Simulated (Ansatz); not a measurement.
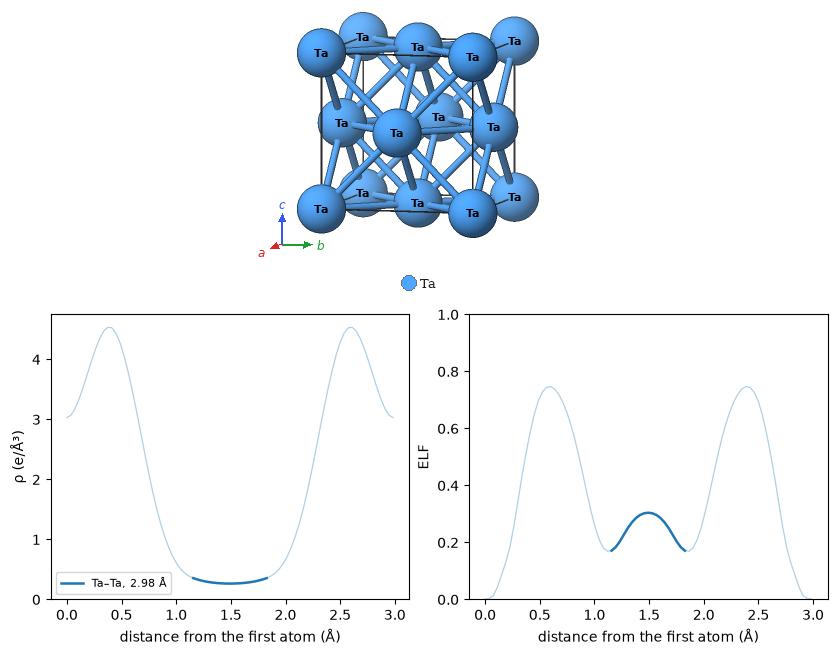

*Ta. Valence charge density (pseudo) and electron localisation function along straight lines between neighbouring atoms. Thin, pale parts lie inside the atomic spheres. The structure is drawn too.*

Space group Fm-3m; computed pressure about −2 GPa in this cell.

All numbers below come from Ansatz, Kohn-Sham DFT of a periodic cell, r2SCAN, Ansatz PAW.

In a PAW calculation such maps are meaningful between the atoms, not at the nuclei.

```yaml
crystal:
  lattice:
    - [4.22000, 0.00000, 0.00000]
    - [0.00000, 4.22000, 0.00000]
    - [0.00000, 0.00000, 4.22000]
  atoms:
    - { symbol: Ta, position: [0.00000, 0.00000, 0.00000] }
    - { symbol: Ta, position: [0.50000, 0.50000, 0.00000] }
    - { symbol: Ta, position: [0.50000, 0.00000, 0.50000] }
    - { symbol: Ta, position: [0.00000, 0.50000, 0.50000] }
```

### What can be read from the curves?

Ta–Ta (2.98 Å): ρ is about 0.26 e/Å³ halfway; the ELF is about 0.30 at the midpoint.
